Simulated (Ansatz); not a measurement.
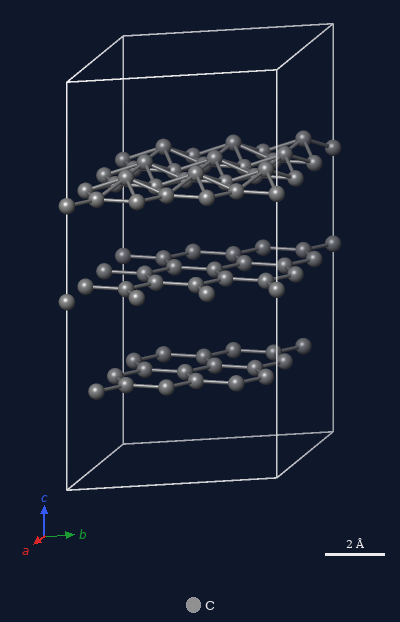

**Figure 1.** The starting structure (ball-and-stick view of the 3 × 3 repeat of the cell, with the vacuum cut short, seen slightly off an axis). An atom can appear more than once, as a periodic image. Near neighbours in the periodic cell (some may lie outside the picture): C has 3 C at 1.42 Å; C has 6 C at 1.42 to 1.52 Å.

# Geometry relaxation, with input and output: C (part 1 of 4)

C (slab, 7 atoms in the cell), computed with DFT PBE+D3(BJ), scalar-relativistic, plane waves, PAW, spin-polarised (Ansatz 0.2.0).

The structure derives from an entry of the Crystallography Open Database. The input holds or restrains some coordinates. Forces given for the steps count only the free coordinates. It belongs to a series of runs on one base structure; here: C put at a hollow C-C site.

Input file:
```yaml
crystal:
  lattice:
    - [2.4650495083, 0.0, 0.0]
    - [-1.2325247542, 2.1347954958, 0.0]
    - [0.0, 0.0, 25.6987123419]
  atoms:
    - { symbol: C, position: [0.6666666667, 0.3333333333, 0.3307558716] }
    - { symbol: C, position: [0.3333333333, 0.6666666667, 0.3308185209] }
    - { symbol: C, position: [0.3333333333, 0.6666666667, 0.4610562199] }
    - { symbol: C, position: [0.0, 0.0, 0.4611188691] }
    - { symbol: C, position: [0.0, 0.0, 0.5913565682] }
    - { symbol: C, position: [0.6666666667, 0.3333333333, 0.5914192174] }
    - { symbol: C, position: [0.3333333333, 0.6666666667, 0.6124319434], spin: 2.0 }
basis:
  ecutwfc: 420
kpoints:
  mp_grid: { grid: [12, 12, 1] }
hamiltonian:
  xc: pbe
  dispersion: d3bj
scf:
  occupations: { method: gaussian, width: 0.05 }
output:
  forces: true
  eigenvalues: true
  populations: true
  write_density: true
  write_potential: true
  elf: true
  volumetric_format: npy
magnetization:
  spin_polarized: true
relax:
  adjacent_minimum: "off"
  f_tol: 0.03
  max_steps: 70
  constraints: [{ sites: [0, 1] }]
efield:
  axis: 3
  dipole_correction: true
  ramp_width: 0.04
```

Command:
```bash
ansatz run input.yaml --threads 1 --pin off --max-ram 2560MiB --backend cpu --events-out ev --progress --plain --runs-dir out
```

What the program printed:
```
Engine: ansatz 0.2.0, aarch64-unknown-linux-gnu
Pseudopotentials: kind: paw
Pseudopotential: C, paw, valence charge 4, recommended cutoff 420 eV (normal), C.paw.azcp
Functional definition: PBE
  parameter kappa = 0.804
  parameter beta = 0.06672455060314922
  exchange = pbe_x(kappa = kappa, mu = beta*pi^2/3)
  correlation = pbe_c(beta = beta)
Crystal: 7 atoms, lattice volume = 135.236 Å³
Basis set: ecut = 420 eV, 2551 PW (Γ), exchange–correlation on 36×36×360 points (8 copies of the dense FFT grid, shifted against one another)
Bands: 22, of which v1, the nominal top of the filled ones, is band 14 counted from 1 (13 counted from 0)
Symmetry: 6 space group operations
k-points: 19 of 144 (time reversal used)
Non-local potential: C, projectors of the file, l = 0: 2, l = 1: 2, l = 2: 1
PAW form: soft (Blöchl's): semilocal exchange-correlation on the pseudo side does not see the compensation charge
PAW one-centre angular grid: C, 110 points (default); XC on 64 Gauss nodes
Initial density: superposition of atomic densities (neutral atoms: chi_scale 0, normalization atom)
Starting moments: Σ|m| = 2 μB on 1 of 7 sites
Initial wavefunctions: pseudopotential atomic-orbital guess
Functional: x = pbe(κ = 0.804, μ = 0.2195149727645171), c = pbe(β = 0.06672455060314922)
SCF iter   1: F=—  HF=-1744.755311 eV  |F-HF|=—  |Δ(HF+E_count)|=         —  Δρ=4.74e-2 (↑4.12e-2 ↓4.74e-2)  dr2=8.45e0  dr2_m=5.67e-1  M=0.785 μB ∫|m|=0.785 μB  β_m=0.30  ethr=3.10e-3  p=0.000 e·Å  D=1.29e-7 V/Å  ΔV_dip=-0.00 eV  dr2_dipole=2.06e-2  V_vac-E_F(+/−)=8.53/8.53 eV  ⟨swp⟩=8.7  Hψ=5398  notcnv=0  defer=6
efield: sawtooth ramp at fractional position 0.9516 (placed from the atoms, in the widest stretch of the axis that holds none; the zero of the levels goes with the place), width 0.0400; the density the first Hamiltonian is built on has a dipole p = 0.000 e·Å; the dipole correction subtracts the counter field D = 1.29e-7 V/Å, which shifts the + side's vacuum level by -0.00 eV against the − side's; the planar-averaged density in the ramp window peaks in size at 3.1e-7 e/Å³
preconditioner: auto → LDOS  [metal: Δε(μ)=0.043 eV  Ē_g=16.735 eV  σ=0.050 eV  W_gap=0.46  n_scr=16 (ndim 8)  ℏωp=16.7 eV  f_vac=0.570  D(μ)=1.26/eV (n_scr^D=10)]
spin=Collinear: LDOS preconditioning applied to the charge; magnetization (m = ρ↑ − ρ↓) channel mixes plain (no charge-response kernel on spin).
SCF iter   2: F=—  HF=-1743.007882 eV  |F-HF|=—  |Δ(HF+E_count)|=    1.75e0  Δρ=3.29e-2 (↑2.79e-2 ↓3.29e-2)  dr2=3.40e0  dr2_m=3.70e-1  M=0.653 μB ∫|m|=0.653 μB  β_m=0.30  ethr=3.10e-3  p=0.002 e·Å  D=2.57e-3 V/Å  ΔV_dip=-0.07 eV  dr2_dipole=3.95e-2  V_vac-E_F(+/−)=6.82/6.88 eV  ⟨swp⟩=2.4  Hψ=1772  notcnv=0  defer=114  κ⁻¹=1.0e0(r=1)
SCF iter   3: F=—  HF=-1742.171205 eV  |F-HF|=—  |Δ(HF+E_count)|=   8.37e-1  Δρ=1.88e-2 (↑1.65e-2 ↓1.88e-2)  dr2=5.08e-1  dr2_m=3.30e-1  M=0.332 μB ∫|m|=0.356 μB  β_m=0.30  ethr=3.10e-3  p=-0.000 e·Å  D=-1.38e-4 V/Å  ΔV_dip=0.00 eV  dr2_dipole=1.65e-1  V_vac-E_F(+/−)=4.78/4.78 eV  ⟨swp⟩=3.7  Hψ=1832  notcnv=0  defer=121  κ⁻¹=6.3e-3(r=2)
SCF iter   4: F=—  HF=-1742.318786 eV  |F-HF|=—  |Δ(HF+E_count)|=   1.48e-1  Δρ=1.60e-2 (↑1.29e-2 ↓1.60e-2)  dr2=4.44e-1  dr2_m=2.02e-1  M=0.251 μB ∫|m|=0.270 μB  β_m=0.30  ethr=1.82e-3  p=-0.025 e·Å  D=-3.29e-2 V/Å  ΔV_dip=0.84 eV  dr2_dipole=2.39e-2  V_vac-E_F(+/−)=4.96/4.12 eV  ⟨swp⟩=2.3  Hψ=1272  notcnv=0  defer=107  κ⁻¹=5.1e-3(r=3)
SCF iter   5: F=—  HF=-1742.375522 eV  |F-HF|=—  |Δ(HF+E_count)|=   5.67e-2  Δρ=1.23e-2 (↑9.43e-3 ↓1.23e-2)  dr2=2.40e-1  dr2_m=1.08e-1  M=0.244 μB ∫|m|=0.254 μB  β_m=0.30  ethr=1.59e-3  p=-0.026 e·Å  D=-3.43e-2 V/Å  ΔV_dip=0.88 eV  dr2_dipole=5.42e-2  V_vac-E_F(+/−)=5.23/4.35 eV  ⟨swp⟩=2.3  Hψ=891  notcnv=0  defer=109  κ⁻¹=4.5e-3(r=4)
SCF iter   6: F=—  HF=-1742.431705 eV  |F-HF|=—  |Δ(HF+E_count)|=   5.62e-2  Δρ=7.66e-3 (↑7.66e-3 ↓7.27e-3)  dr2=1.97e-1  dr2_m=6.43e-2  M=0.197 μB ∫|m|=0.211 μB  β_m=0.30  ethr=8.58e-4  p=-0.070 e·Å  D=-9.39e-2 V/Å  ΔV_dip=2.41 eV  dr2_dipole=7.62e-2  V_vac-E_F(+/−)=6.31/3.89 eV  ⟨swp⟩=3.0  Hψ=1475  notcnv=0  defer=110  κ⁻¹=1.0e-3(r=5)
SCF iter   7: F=—  HF=-1742.440242 eV  |F-HF|=—  |Δ(HF+E_count)|=   8.54e-3  Δρ=6.70e-3 (↑5.32e-3 ↓6.70e-3)  dr2=3.93e-2  dr2_m=4.02e-2  M=0.178 μB ∫|m|=0.184 μB  β_m=0.47  ethr=7.02e-4  p=-0.044 e·Å  D=-5.88e-2 V/Å  ΔV_dip=1.51 eV  dr2_dipole=1.57e-2  V_vac-E_F(+/−)=5.87/4.36 eV  ⟨swp⟩=2.7  Hψ=1220  notcnv=0  defer=114
Mixer restart at iter 7: flushing history
spin-set hold released at iteration 7 (site moments contracting): the magnetisation degrees of freedom join the quasi-Newton model from the next iteration; the mixer history was flushed
SCF iter   8: F=—  HF=-1742.470453 eV  |F-HF|=—  |Δ(HF+E_count)|=   3.02e-2  Δρ=5.22e-3 (↑4.59e-3 ↓5.22e-3)  dr2=4.08e-2  dr2_m=2.69e-2  M=0.074 μB ∫|m|=0.094 μB  β_m=0.44  ethr=1.40e-4  p=-0.059 e·Å  D=-7.92e-2 V/Å  ΔV_dip=2.03 eV  dr2_dipole=9.78e-3  V_vac-E_F(+/−)=5.98/3.94 eV  ⟨swp⟩=2.7  Hψ=1228  notcnv=0  defer=114
density mixer auto → msr1: a metal under ldos (density of states about μ 0.55 of a free-electron gas's, 16 screened modes)
SCF iter   9: F=—  HF=-1742.487206 eV  |F-HF|=—  |Δ(HF+E_count)|=   1.68e-2  Δρ=4.01e-3 (↑2.93e-3 ↓4.01e-3)  dr2=4.80e-2  dr2_m=1.31e-2  M=0.072 μB ∫|m|=0.083 μB  β_m=0.23  ethr=1.40e-4  p=-0.037 e·Å  D=-4.93e-2 V/Å  ΔV_dip=1.27 eV  dr2_dipole=1.98e-2  V_vac-E_F(+/−)=6.00/4.73 eV  ⟨swp⟩=3.2  Hψ=1397  notcnv=0  defer=109
SCF iter  10: F=—  HF=-1742.489965 eV  |F-HF|=—  |Δ(HF+E_count)|=   2.76e-3  Δρ=1.63e-3 (↑1.20e-3 ↓1.63e-3)  dr2=2.37e-3  dr2_m=2.12e-3  M=0.048 μB ∫|m|=0.053 μB  β_m=0.37  ethr=1.40e-4  p=-0.051 e·Å  D=-6.83e-2 V/Å  ΔV_dip=1.76 eV  dr2_dipole=1.99e-6  V_vac-E_F(+/−)=6.02/4.26 eV  ⟨swp⟩=2.8  Hψ=1253  notcnv=0  defer=108
SCF iter  11: F=—  HF=-1742.492211 eV  |F-HF|=—  |Δ(HF+E_count)|=   2.25e-3  Δρ=5.65e-4 (↑3.88e-4 ↓5.65e-4)  dr2=2.52e-4  dr2_m=2.38e-4  M=0.019 μB ∫|m|=0.023 μB  β_m=0.46  ethr=8.46e-6  p=-0.052 e·Å  D=-6.97e-2 V/Å  ΔV_dip=1.79 eV  dr2_dipole=6.18e-7  V_vac-E_F(+/−)=6.05/4.26 eV  ⟨swp⟩=2.1  Hψ=1524  notcnv=0  defer=114
SCF iter  12: F=—  HF=-1742.492571 eV  |F-HF|=—  |Δ(HF+E_count)|=   3.60e-4  Δρ=3.60e-4 (↑3.03e-4 ↓3.60e-4)  dr2=2.29e-3  dr2_m=9.91e-5  M=0.007 μB ∫|m|=0.010 μB  β_m=0.73  ethr=9.01e-7  p=-0.052 e·Å  D=-6.90e-2 V/Å  ΔV_dip=1.77 eV  dr2_dipole=1.03e-3  V_vac-E_F(+/−)=6.06/4.29 eV  ⟨swp⟩=2.1  Hψ=1337  notcnv=0  defer=114  recentre
SCF iter  13: F=—  HF=-1742.492760 eV  |F-HF|=—  |Δ(HF+E_count)|=   1.89e-4  Δρ=3.46e-4 (↑2.87e-4 ↓3.46e-4)  dr2=4.86e-3  dr2_m=4.23e-5  M=0.007 μB ∫|m|=0.008 μB  β_m=0.79  ethr=9.01e-7  p=-0.053 e·Å  D=-7.09e-2 V/Å  ΔV_dip=1.82 eV  dr2_dipole=1.89e-3  V_vac-E_F(+/−)=6.07/4.25 eV  ⟨swp⟩=2.7  Hψ=1161  notcnv=0  defer=116
SCF iter  14: F=—  HF=-1742.492764 eV  |F-HF|=—  |Δ(HF+E_count)|=   4.14e-6  Δρ=2.01e-4 (↑1.60e-4 ↓2.01e-4)  dr2=3.09e-3  dr2_m=6.69e-6  M=0.002 μB ∫|m|=0.003 μB  β_m=0.68  ethr=9.01e-7  p=-0.053 e·Å  D=-7.12e-2 V/Å  ΔV_dip=1.83 eV  dr2_dipole=1.37e-3  V_vac-E_F(+/−)=6.08/4.25 eV  ⟨swp⟩=2.5  Hψ=1250  notcnv=0  defer=116
SCF iter  15: F=—  HF=-1742.492712 eV  |F-HF|=—  |Δ(HF+E_count)|=   5.24e-5  Δρ=1.08e-4 (↑9.92e-5 ↓1.08e-4)  dr2=9.05e-4  dr2_m=1.07e-6  M=0.001 μB ∫|m|=0.001 μB  β_m=0.64  ethr=9.01e-7  p=-0.053 e·Å  D=-7.07e-2 V/Å  ΔV_dip=1.82 eV  dr2_dipole=3.83e-4  V_vac-E_F(+/−)=6.08/4.26 eV  ⟨swp⟩=1.1  Hψ=780  notcnv=0  defer=116
SCF iter  16: F=—  HF=-1742.492701 eV  |F-HF|=—  |Δ(HF+E_count)|=   1.08e-5  Δρ=6.09e-5 (↑6.09e-5 ↓6.01e-5)  dr2=3.88e-4  dr2_m=3.00e-7  M=0.001 μB ∫|m|=0.001 μB  β_m=0.66  ethr=9.01e-7  p=-0.053 e·Å  D=-7.05e-2 V/Å  ΔV_dip=1.81 eV  dr2_dipole=1.66e-4  V_vac-E_F(+/−)=6.08/4.27 eV  ⟨swp⟩=1.0  Hψ=739  notcnv=0  defer=116
SCF iter  17: F=—  HF=-1742.492693 eV  |F-HF|=—  |Δ(HF+E_count)|=   8.52e-6  Δρ=1.60e-5 (↑1.33e-5 ↓1.60e-5)  dr2=9.83e-6  dr2_m=6.93e-8  M=0.000 μB ∫|m|=0.000 μB  β_m=0.71  ethr=8.04e-8  p=-0.052 e·Å  D=-7.01e-2 V/Å  ΔV_dip=1.80 eV  dr2_dipole=3.99e-6  V_vac-E_F(+/−)=6.08/4.28 eV  ⟨swp⟩=23.1  Hψ=9088  notcnv=0
SCF iter  18: F=—  HF=-1742.492693 eV  |F-HF|=—  |Δ(HF+E_count)|=   2.21e-7  Δρ=4.92e-6 (↑4.92e-6 ↓4.68e-6)  dr2=3.19e-7  dr2_m=1.07e-8  M=0.000 μB ∫|m|=0.000 μB  β_m=0.70  ethr=3.51e-8  p=-0.052 e·Å  D=-7.02e-2 V/Å  ΔV_dip=1.80 eV  dr2_dipole=7.13e-8  V_vac-E_F(+/−)=6.08/4.27 eV  ⟨swp⟩=14.8  Hψ=6604  notcnv=0
SCF iter  19: F=-1742.492693 eV  HF=-1742.492693 eV  |F-HF|=1.01e-7  |Δ(HF+E_count)|=   1.25e-7  Δρ=2.64e-6 (↑2.47e-6 ↓2.64e-6)  dr2=2.11e-8  dr2_m=3.41e-9  M=0.000 μB ∫|m|=0.000 μB  ethr=1.14e-9  p=-0.052 e·Å  D=-7.02e-2 V/Å  ΔV_dip=1.80 eV  dr2_dipole=3.31e-10  V_vac-E_F(+/−)=6.08/4.27 eV  ⟨swp⟩=12.5  Hψ=5960  notcnv=0
WARN: the starting moments were not kept: the SCF closed with an absolute magnetisation of 1.2e-4 μB, where they sum to 2 μB in size (1 site). That is at most 0.1 of that sum. Measured as dr2_m measures the in/out step, that magnetisation stands 4.3e-9 eV from none, at or under the dr2_threshold of 2.3e-5 eV: it is no larger than a step whose dr2_m would equal this threshold. The system may hold no moment; this SCF shows only that its start led to no more than that. To try another start: raise the starting moments (crystal.atoms[].spin, magnetization.per_species, magnetization.initial_magnetization, or on a non-collinear deck that types none of these the spinor_matrix: blocks that start its atoms; where the total moment is fixed, keep their sum and leave initial_magnetization as it is; typed ones take the place of any that the run laid by itself, positive ones on a crystal's lanthanoids without a Hubbard term where scf.initial_density.shell_occupations: [] is typed) or, if the notice of its spin-set hold's release reads "site moments contracting" or "site moments show no strong build", lengthen the hold (scf.mixing.spin_hold: { on: { confirm: 4 } }; for m-r²SCAN on two components see the key's manual first). Each may lead to a state that holds a moment. A second SCF, from the converged charge density, with the starting moments and any scf.initial_density.shell_occupations laid on it anew, would have followed, and was not run: the deck does not ask for one (magnetization.retry_lost_moments is false, the default). To let it run, set magnetization.retry_lost_moments: true and run the deck again, where that key's refused combinations let it; where memory then withholds it, that run's warning says so.
SCF 1 converged in 19 iterations: F = -1742.492693 eV  dr2 = 2.11e-8
  greatest PAW one-centre occupation: 0.705 electrons in one spin orbital (limit 2), on the C atom at site 6 (counted from 0), in its partial waves of l = 0
relax step   1: F+E_penalty+E_count = -1742.49269308 eV  Δ(F+E_penalty+E_count) = +0.000e0 eV  max|allowed force component| = 9.796e0 eV/Å  Δτ_max = 0.0000 Å  (19 SCF iters, dr2 threshold 2.25e-5 eV, accepted)
Initial density: handed on by an earlier stage of this run
Starting moments: Σ|m| = 2 μB on 1 of 7 sites; this step starts from the density that it was given
Initial wavefunctions: those handed on with the density
iter 1 solved again at ethr=1.74e-3 eV; its pass at ethr=3.10e-3 eV (dr2=4.86e-1 eV) is discarded
```
